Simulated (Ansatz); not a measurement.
# Run report: Sn, geometry relaxation (part 2 of 2)

The same run, continued: Sn (Fd-3m, 2 atoms in the cell); DFT, PBE, plane waves, PAW, no spin polarisation (Ansatz 0.2.0); cutoff 240 eV, 12×12×12 k-mesh, Gaussian smearing of 0.1 eV. The structure derives from an entry of the Crystallography Open Database. The settings are looser than a standard set-up, so the numbers are not reference values.

Geometry of the input (Å; fractional positions):
```
0.0000  3.2333  3.2333
3.2333  0.0000  3.2333
3.2333  3.2333  0.0000
Sn 0.0000  0.0000  0.0000
Sn 0.2500  0.2500  0.2500
```

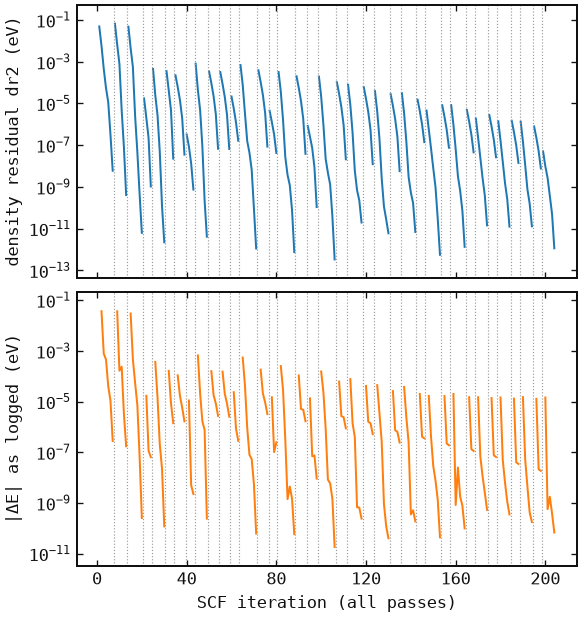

*Convergence of the self-consistent field: density residual dr2 and size of the energy change against the SCF iteration. The dotted lines part the SCF passes of the relaxation: geometry steps, rejected trials and re-solves on a re-selected basis.*

The 37 passes take 4 to 8 iterations each, 204 in all.

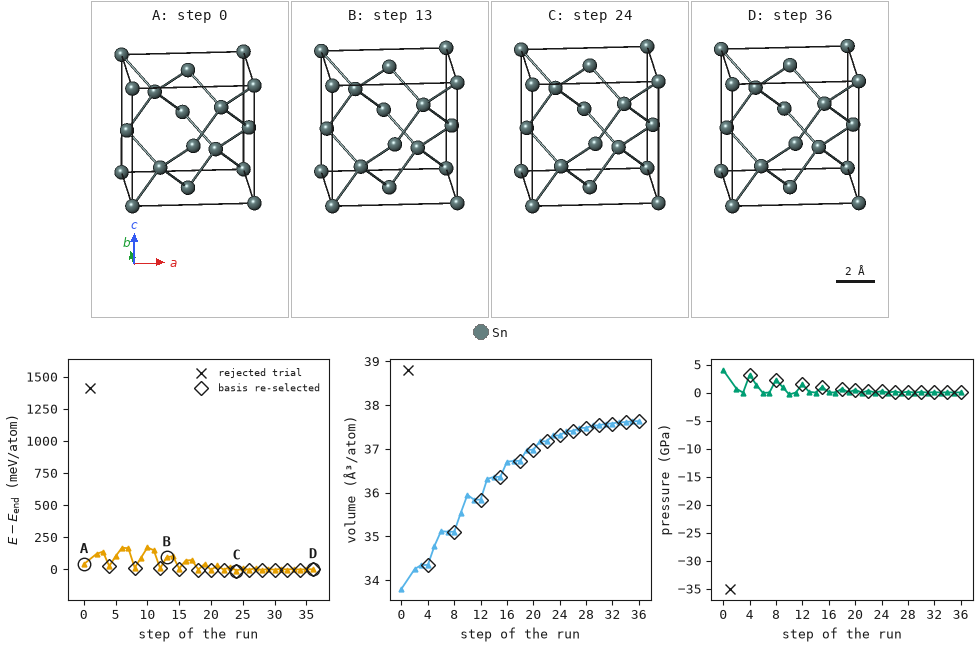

*Frames of the relaxation (ball-and-stick view of the cell 4 times as large as that of the calculation, set on its symmetry axes, seen at an oblique angle) above the curves, on which the letters mark them (the first geometry is step 0 here and step 1 in the log).*

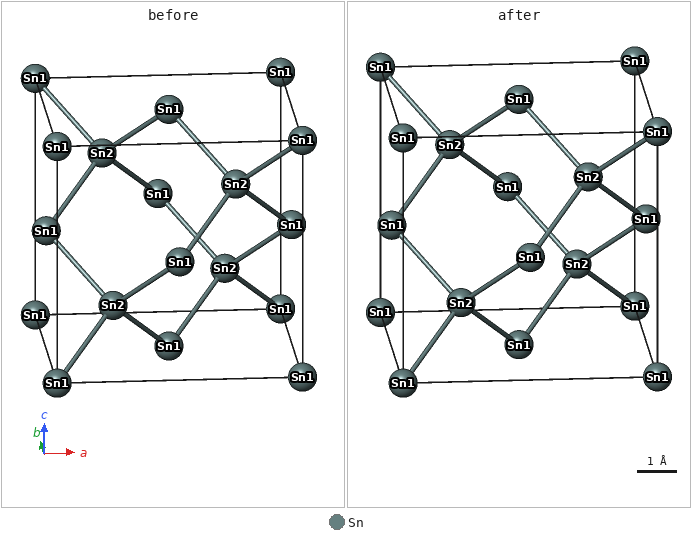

*Before (left) and after (right) the relaxation, at one scale (ball-and-stick view of the cell 4 times as large as that of the calculation, set on its symmetry axes, seen at an oblique angle).*

No atom moves by more than 0.005 Å relative to the cell. The volume changes by +11.3 %, with a = b = c 6.467 → 6.702 Å (+3.6 %). Among the contacts that change: Sn1–Sn2 2.800 → 2.902 Å. The space group stays Fd-3m (No. 227). After 22 geometry steps the energy has fallen by 39.0 meV per atom. All forces vanish by symmetry, so only the cell relaxes. The pressure goes from 3.98 to 0.04 GPa. The line search rejected the trial step at point 1 (counted from 0) and went back. The basis was re-selected 13 times at an unchanged geometry, which shifts the energy a little without any move. The energy change given includes the shifts at the re-selections in mid-walk, which come without any move. A last SCF at the same geometry on a re-selected plane-wave basis shifts the energy by −1.2 meV per atom. (Atoms are counted from 1 in the order of the input.)

```
basis re-selected at this cell: Δ(F+E_penalty+E_count) = -2.305e-3 eV, ΔP = +0.039 GPa vs the last step (what re-selecting the basis moved, of the pressure what is left beyond the Pulay correction that the steps carried, after the strain that the cell walked since its last selection, with what the two solves' SCF thresholds leave and, on support functions, any second-order correction that the steps lacked; it is no measure of the basis error at this ecutwfc). This SCF's stress stands 3.93e-2 GPa from its target on what of the cell is left free (relax.cell.stress_tol is 5.00e-2 GPa) and its largest allowed force component is 1.99e-17 eV/Å (relax.f_tol is 5.00e-3 eV/Å): within both
SCF converged after 6 iterations
Free energy (F): -12046.647549 eV
Harris-Foulkes:  -12046.647549 eV  (|F-HF|=3.64e-12)
Internal energy: -12046.646302 eV  (E = F + TS)
E sigma→0 (E₀):  -12046.646925 eV
Entropy (-TS):   -0.001247 eV (-0.623 meV/atom)
Fermi energy:    6.663059 eV
--- Per-component energies (eV) ---
  E_band       = -281.647682
  E_kinetic    = 384.270792
  E_local      = -2419.271975  (includes V_loc(G=0)·N_el)
  E_nonlocal   = -70.886344
  E_hartree    = 1365.792336
  E_xc         = -765.553089
  E_vxc        = -192.403078  (∫ρ·V_xc dr)
  E_paw        = -8272.602847  (= ΣΔE_a)
  E_vpaw       = -714.941731  (= ΣTr[D̂ρ^β])
  E_aug_tail   = 0.000003  (compensation charges beyond the density's cutoff)
  E_ewald      = -2268.395177
  E_smearing   = -0.001247  (= −TS)
  E_closure    = -0.000000  (closes the sum)
  Σ components = -12046.647549   (vs F -12046.647549, Δ=0.00e0)
--- Forces (eV/Å), atoms counted from 1 ---
  atom   1  Sn    -0.00000000     0.00000000    -0.00000000
  atom   2  Sn    -0.00000000     0.00000000     0.00000000
  max |Σ_I F_I| component: 3.70e-17 eV/Å
--- Stress (GPa, compression-positive) ---
        0.039301      -0.000000      -0.000000
       -0.000000       0.039301      -0.000000
       -0.000000      -0.000000       0.039301
  P = ⅓ Tr σ = 0.0393 GPa (0.393 kbar)
--- Band table (eV; the first three rows and the last of 72) ---
  k-point 0: bands = ["-15.1090", "-15.1090", "-15.1027", "-15.1027", "-15.1027", "-14.8404", "-14.8404", "-14.8404", "-14.7934", "-14.7934", "-3.3467", "5.3308", "6.7926", "6.7926", "6.7926", "8.8569", "8.8569", "8.8569"]
  k-point 1: bands = ["-15.1304", "-15.1304", "-15.1215", "-15.1000", "-15.1000", "-14.8556", "-14.8556", "-14.8398", "-14.8291", "-14.8291", "-3.2875", "4.7610", "6.6719", "6.6719", "6.9950", "9.0062", "9.0062", "9.0636"]
  k-point 2: bands = ["-15.1552", "-15.1552", "-15.1371", "-15.0935", "-15.0935", "-14.8773", "-14.8773", "-14.8496", "-14.8307", "-14.8307", "-3.1087", "3.7240", "6.4067", "6.4067", "7.0034", "9.3485", "9.3485", "9.7888"]
  k-point 71: bands = ["-15.2082", "-15.2082", "-15.0417", "-15.0417", "-14.9888", "-14.9888", "-14.9462", "-14.9462", "-14.7962", "-14.7962", "-0.5241", "-0.5241", "4.0326", "4.0326", "9.8167", "9.8167", "10.6727", "10.6727"]
--- Relaxed structure (23 steps of the walk, 22 accepted, 14 SCFs on fresh bases) ---
  F+E_penalty+E_count = -12046.64754856 eV   max|allowed force component| = 1.995e-17 eV/Å   (the final SCF, on the basis selected at the relaxed cell)
  cell:  # Å, volume = 75.2661 Å³
    - [-3.80480500494279e-33, 3.3511190307620264, 3.3511190307620264]
    - [3.3511190307620264, -8.676468020010984e-33, 3.3511190307620264]
    - [3.3511190307620264, 3.3511190307620264, 5.279283117207915e-33]
  atoms:
    - { symbol: Sn, position: [1.3603701804203657e-33, -1.7574679753891382e-33, -1.5980083920969908e-33] }
    - { symbol: Sn, position: [0.25, 0.25, 0.25] }
```

Trajectory as extended XYZ (Å, eV, eV/Å), 37 frames, from step=1 to step=37
```
2
Lattice="0.0000 3.2333 3.2333 3.2333 0.0000 3.2333 3.2333 3.2333 0.0000" Properties=species:S:1:pos:R:3:forces:R:3 step=1 energy=-12046.56728 pressure_GPa=3.98
Sn    0.0000    0.0000    0.0000    0.0000   0.0000   0.0000
Sn    1.6167    1.6167    1.6167    0.0000   0.0000   0.0000
2
Lattice="0.0000 3.3853 3.3853 3.3853 0.0000 3.3853 3.3853 3.3853 0.0000" Properties=species:S:1:pos:R:3:forces:R:3 step=2 energy=-12043.82894 pressure_GPa=-35.00 accepted=F
Sn    0.0000    0.0000    0.0000    0.0000   0.0000   0.0000
Sn    1.6926    1.6926    1.6926    0.0000   0.0000   0.0000
2
Lattice="0.0000 3.2476 3.2476 3.2476 0.0000 3.2476 3.2476 3.2476 0.0000" Properties=species:S:1:pos:R:3:forces:R:3 step=3 energy=-12046.40732 pressure_GPa=0.68
Sn    0.0000    0.0000    0.0000    0.0000   0.0000   0.0000
Sn    1.6238    1.6238    1.6238    0.0000   0.0000   0.0000
2
Lattice="0.0000 3.2506 3.2506 3.2506 0.0000 3.2506 3.2506 3.2506 0.0000" Properties=species:S:1:pos:R:3:forces:R:3 step=4 energy=-12046.37185 pressure_GPa=-0.01
Sn    0.0000    0.0000    0.0000    0.0000   0.0000   0.0000
Sn    1.6253    1.6253    1.6253    0.0000   0.0000   0.0000
2
Lattice="0.0000 3.2506 3.2506 3.2506 0.0000 3.2506 3.2506 3.2506 0.0000" Properties=species:S:1:pos:R:3:forces:R:3 step=5 energy=-12046.59829 pressure_GPa=3.18
Sn    0.0000    0.0000    0.0000    0.0000   0.0000   0.0000
Sn    1.6253    1.6253    1.6253    0.0000   0.0000   0.0000
2
Lattice="0.0000 3.2642 3.2642 3.2642 0.0000 3.2642 3.2642 3.2642 0.0000" Properties=species:S:1:pos:R:3:forces:R:3 step=6 energy=-12046.44342 pressure_GPa=1.38
Sn    0.0000    0.0000    0.0000    0.0000   0.0000   0.0000
Sn    1.6321    1.6321    1.6321    0.0000   0.0000   0.0000
2
Lattice="0.0000 3.2748 3.2748 3.2748 0.0000 3.2748 3.2748 3.2748 0.0000" Properties=species:S:1:pos:R:3:forces:R:3 step=7 energy=-12046.31243 pressure_GPa=-0.06
Sn    0.0000    0.0000    0.0000    0.0000   0.0000   0.0000
Sn    1.6374    1.6374    1.6374    0.0000   0.0000   0.0000
2
Lattice="0.0000 3.2744 3.2744 3.2744 0.0000 3.2744 3.2744 3.2744 0.0000" Properties=species:S:1:pos:R:3:forces:R:3 step=8 energy=-12046.31783 pressure_GPa=0.00
Sn    0.0000    0.0000    0.0000    0.0000   0.0000   0.0000
Sn    1.6372    1.6372    1.6372    0.0000   0.0000   0.0000
2
Lattice="0.0000 3.2744 3.2744 3.2744 0.0000 3.2744 3.2744 3.2744 0.0000" Properties=species:S:1:pos:R:3:forces:R:3 step=9 energy=-12046.62273 pressure_GPa=2.31
Sn    0.0000    0.0000    0.0000    0.0000   0.0000   0.0000
Sn    1.6372    1.6372    1.6372    0.0000   0.0000   0.0000
2
Lattice="0.0000 3.2878 3.2878 3.2878 0.0000 3.2878 3.2878 3.2878 0.0000" Properties=species:S:1:pos:R:3:forces:R:3 step=10 energy=-12046.46677 pressure_GPa=0.96
Sn    0.0000    0.0000    0.0000    0.0000   0.0000   0.0000
Sn    1.6439    1.6439    1.6439    0.0000   0.0000   0.0000
2
Lattice="0.0000 3.3004 3.3004 3.3004 0.0000 3.3004 3.3004 3.3004 0.0000" Properties=species:S:1:pos:R:3:forces:R:3 step=11 energy=-12046.30692 pressure_GPa=-0.34
Sn    0.0000    0.0000    0.0000    0.0000   0.0000   0.0000
Sn    1.6502    1.6502    1.6502    0.0000   0.0000   0.0000
2
Lattice="0.0000 3.2970 3.2970 3.2970 0.0000 3.2970 3.2970 3.2970 0.0000" Properties=species:S:1:pos:R:3:forces:R:3 step=12 energy=-12046.35075 pressure_GPa=0.01
Sn    0.0000    0.0000    0.0000    0.0000   0.0000   0.0000
Sn    1.6485    1.6485    1.6485    0.0000   0.0000   0.0000
2
Lattice="0.0000 3.2970 3.2970 3.2970 0.0000 3.2970 3.2970 3.2970 0.0000" Properties=species:S:1:pos:R:3:forces:R:3 step=13 energy=-12046.63351 pressure_GPa=1.51
Sn    0.0000    0.0000    0.0000    0.0000   0.0000   0.0000
Sn    1.6485    1.6485    1.6485    0.0000   0.0000   0.0000
2
Lattice="0.0000 3.3114 3.3114 3.3114 0.0000 3.3114 3.3114 3.3114 0.0000" Properties=species:S:1:pos:R:3:forces:R:3 step=14 energy=-12046.46135 pressure_GPa=0.14
Sn    0.0000    0.0000    0.0000    0.0000   0.0000   0.0000
Sn    1.6557    1.6557    1.6557    0.0000   0.0000   0.0000
2
Lattice="0.0000 3.3129 3.3129 3.3129 0.0000 3.3129 3.3129 3.3129 0.0000" Properties=species:S:1:pos:R:3:forces:R:3 step=15 energy=-12046.44336 pressure_GPa=-0.00
Sn    0.0000    0.0000    0.0000    0.0000   0.0000   0.0000
Sn    1.6564    1.6564    1.6564    0.0000   0.0000   0.0000
2
Lattice="0.0000 3.3129 3.3129 3.3129 0.0000 3.3129 3.3129 3.3129 0.0000" Properties=species:S:1:pos:R:3:forces:R:3 step=16 energy=-12046.63623 pressure_GPa=1.01
Sn    0.0000    0.0000    0.0000    0.0000   0.0000   0.0000
Sn    1.6564    1.6564    1.6564    0.0000   0.0000   0.0000
2
Lattice="0.0000 3.3233 3.3233 3.3233 0.0000 3.3233 3.3233 3.3233 0.0000" Properties=species:S:1:pos:R:3:forces:R:3 step=17 energy=-12046.51103 pressure_GPa=0.06
Sn    0.0000    0.0000    0.0000    0.0000   0.0000   0.0000
Sn    1.6617    1.6617    1.6617    0.0000   0.0000   0.0000
2
Lattice="0.0000 3.3240 3.3240 3.3240 0.0000 3.3240 3.3240 3.3240 0.0000" Properties=species:S:1:pos:R:3:forces:R:3 step=18 energy=-12046.50341 pressure_GPa=-0.00
Sn    0.0000    0.0000    0.0000    0.0000   0.0000   0.0000
Sn    1.6620    1.6620    1.6620    0.0000   0.0000   0.0000
2
Lattice="0.0000 3.3240 3.3240 3.3240 0.0000 3.3240 3.3240 3.3240 0.0000" Properties=species:S:1:pos:R:3:forces:R:3 step=19 energy=-12046.65290 pressure_GPa=0.70
Sn    0.0000    0.0000    0.0000    0.0000   0.0000   0.0000
Sn    1.6620    1.6620    1.6620    0.0000   0.0000   0.0000
2
Lattice="0.0000 3.3316 3.3316 3.3316 0.0000 3.3316 3.3316 3.3316 0.0000" Properties=species:S:1:pos:R:3:forces:R:3 step=20 energy=-12046.56255 pressure_GPa=0.03
Sn    0.0000    0.0000    0.0000    0.0000   0.0000   0.0000
Sn    1.6658    1.6658    1.6658    0.0000   0.0000   0.0000
2
Lattice="0.0000 3.3316 3.3316 3.3316 0.0000 3.3316 3.3316 3.3316 0.0000" Properties=species:S:1:pos:R:3:forces:R:3 step=21 energy=-12046.65730 pressure_GPa=0.50
Sn    0.0000    0.0000    0.0000    0.0000   0.0000   0.0000
Sn    1.6658    1.6658    1.6658    0.0000   0.0000   0.0000
2
Lattice="0.0000 3.3374 3.3374 3.3374 0.0000 3.3374 3.3374 3.3374 0.0000" Properties=species:S:1:pos:R:3:forces:R:3 step=22 energy=-12046.58791 pressure_GPa=-0.00
Sn    0.0000    0.0000    0.0000    0.0000   0.0000   0.0000
Sn    1.6687    1.6687    1.6687    0.0000   0.0000   0.0000
2
Lattice="0.0000 3.3374 3.3374 3.3374 0.0000 3.3374 3.3374 3.3374 0.0000" Properties=species:S:1:pos:R:3:forces:R:3 step=23 energy=-12046.65477 pressure_GPa=0.34
Sn    0.0000    0.0000    0.0000    0.0000   0.0000   0.0000
Sn    1.6687    1.6687    1.6687    0.0000   0.0000   0.0000
2
Lattice="0.0000 3.3414 3.3414 3.3414 0.0000 3.3414 3.3414 3.3414 0.0000" Properties=species:S:1:pos:R:3:forces:R:3 step=24 energy=-12046.60760 pressure_GPa=0.00
Sn    0.0000    0.0000    0.0000    0.0000   0.0000   0.0000
Sn    1.6707    1.6707    1.6707    0.0000   0.0000   0.0000
2
Lattice="0.0000 3.3414 3.3414 3.3414 0.0000 3.3414 3.3414 3.3414 0.0000" Properties=species:S:1:pos:R:3:forces:R:3 step=25 energy=-12046.66746 pressure_GPa=0.25
Sn    0.0000    0.0000    0.0000    0.0000   0.0000   0.0000
Sn    1.6707    1.6707    1.6707    0.0000   0.0000   0.0000
2
Lattice="0.0000 3.3444 3.3444 3.3444 0.0000 3.3444 3.3444 3.3444 0.0000" Properties=species:S:1:pos:R:3:forces:R:3 step=26 energy=-12046.63240 pressure_GPa=0.00
Sn    0.0000    0.0000    0.0000    0.0000   0.0000   0.0000
Sn    1.6722    1.6722    1.6722    0.0000   0.0000   0.0000
2
Lattice="0.0000 3.3444 3.3444 3.3444 0.0000 3.3444 3.3444 3.3444 0.0000" Properties=species:S:1:pos:R:3:forces:R:3 step=27 energy=-12046.65521 pressure_GPa=0.18
Sn    0.0000    0.0000    0.0000    0.0000   0.0000   0.0000
Sn    1.6722    1.6722    1.6722    0.0000   0.0000   0.0000
2
Lattice="0.0000 3.3465 3.3465 3.3465 0.0000 3.3465 3.3465 3.3465 0.0000" Properties=species:S:1:pos:R:3:forces:R:3 step=28 energy=-12046.62939 pressure_GPa=0.00
Sn    0.0000    0.0000    0.0000    0.0000   0.0000   0.0000
Sn    1.6733    1.6733    1.6733    0.0000   0.0000   0.0000
2
Lattice="0.0000 3.3465 3.3465 3.3465 0.0000 3.3465 3.3465 3.3465 0.0000" Properties=species:S:1:pos:R:3:forces:R:3 step=29 energy=-12046.66008 pressure_GPa=0.14
Sn    0.0000    0.0000    0.0000    0.0000   0.0000   0.0000
Sn    1.6733    1.6733    1.6733    0.0000   0.0000   0.0000
2
Lattice="0.0000 3.3482 3.3482 3.3482 0.0000 3.3482 3.3482 3.3482 0.0000" Properties=species:S:1:pos:R:3:forces:R:3 step=30 energy=-12046.64019 pressure_GPa=0.00
Sn    0.0000    0.0000    0.0000    0.0000   0.0000   0.0000
Sn    1.6741    1.6741    1.6741    0.0000   0.0000   0.0000
2
Lattice="0.0000 3.3482 3.3482 3.3482 0.0000 3.3482 3.3482 3.3482 0.0000" Properties=species:S:1:pos:R:3:forces:R:3 step=31 energy=-12046.65472 pressure_GPa=0.11
Sn    0.0000    0.0000    0.0000    0.0000   0.0000   0.0000
Sn    1.6741    1.6741    1.6741    0.0000   0.0000   0.0000
2
Lattice="0.0000 3.3495 3.3495 3.3495 0.0000 3.3495 3.3495 3.3495 0.0000" Properties=species:S:1:pos:R:3:forces:R:3 step=32 energy=-12046.63958 pressure_GPa=0.00
Sn    0.0000    0.0000    0.0000    0.0000   0.0000   0.0000
Sn    1.6748    1.6748    1.6748    0.0000   0.0000   0.0000
2
Lattice="0.0000 3.3495 3.3495 3.3495 0.0000 3.3495 3.3495 3.3495 0.0000" Properties=species:S:1:pos:R:3:forces:R:3 step=33 energy=-12046.65214 pressure_GPa=0.08
Sn    0.0000    0.0000    0.0000    0.0000   0.0000   0.0000
Sn    1.6748    1.6748    1.6748    0.0000   0.0000   0.0000
2
Lattice="0.0000 3.3504 3.3504 3.3504 0.0000 3.3504 3.3504 3.3504 0.0000" Properties=species:S:1:pos:R:3:forces:R:3 step=34 energy=-12046.64110 pressure_GPa=0.00
Sn    0.0000    0.0000    0.0000    0.0000   0.0000   0.0000
Sn    1.6752    1.6752    1.6752    0.0000   0.0000   0.0000
2
Lattice="0.0000 3.3504 3.3504 3.3504 0.0000 3.3504 3.3504 3.3504 0.0000" Properties=species:S:1:pos:R:3:forces:R:3 step=35 energy=-12046.65330 pressure_GPa=0.06
Sn    0.0000    0.0000    0.0000    0.0000   0.0000   0.0000
Sn    1.6752    1.6752    1.6752    0.0000   0.0000   0.0000
2
Lattice="0.0000 3.3511 3.3511 3.3511 0.0000 3.3511 3.3511 3.3511 0.0000" Properties=species:S:1:pos:R:3:forces:R:3 step=36 energy=-12046.64524 pressure_GPa=0.00
Sn    0.0000    0.0000    0.0000    0.0000   0.0000   0.0000
Sn    1.6756    1.6756    1.6756    0.0000   0.0000   0.0000
2
Lattice="0.0000 3.3511 3.3511 3.3511 0.0000 3.3511 3.3511 3.3511 0.0000" Properties=species:S:1:pos:R:3:forces:R:3 step=37 energy=-12046.64755 pressure_GPa=0.04
Sn    0.0000    0.0000    0.0000    0.0000   0.0000   0.0000
Sn    1.6756    1.6756    1.6756    0.0000   0.0000   0.0000
```
